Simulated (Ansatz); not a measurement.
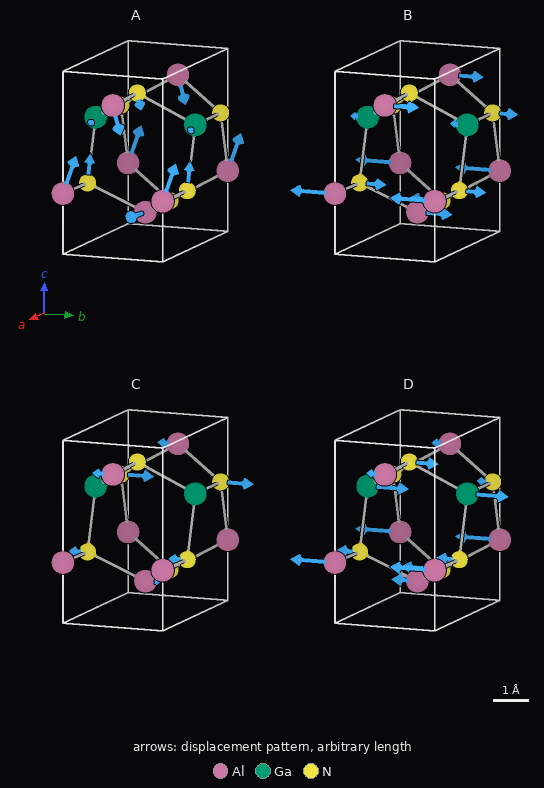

Four optical modes of a crystal of Al3GaN4 at the zone centre, in no order. Displacements are drawn as blue arrows; their common scale and sign are arbitrary. Style: ball-and-stick. Shown: the cell of the calculation, slightly off an axis.

Level of theory: Ansatz 0.2.0, DFT LDA, scalar-relativistic, plane waves, PAW. Set-up: plane-wave cutoff 420 eV; k-point mesh 6 × 8 × 4; occupations fixed; no spin polarisation.

Frequencies are those without the non-analytic (LO–TO) term.

### Rank the modes by frequency, softest first.

D (175 cm⁻¹), B (314 cm⁻¹), A (522 cm⁻¹), C (667 cm⁻¹). D, A″: All motion is along b; it mainly bends the Al–N, Ga–N bonds; the kinetic energy is shared as Ga 49 %, Al 31 %, N 20 %. B, A″: All motion is along b; it mainly bends the Al–N, Ga–N bonds; the kinetic energy is shared as Al 72 %, N 22 %, Ga 6 %. A, A′: It stretches the Al–N bonds (1.89 Å); the kinetic energy is shared as Al 87 %, N 10 %, Ga 3 %. C, A″: The Ga atoms stay at rest; all motion is along b; it stretches the shortest Al–N bonds (1.88 Å); the kinetic energy is shared as N 70 %, Al 30 %.
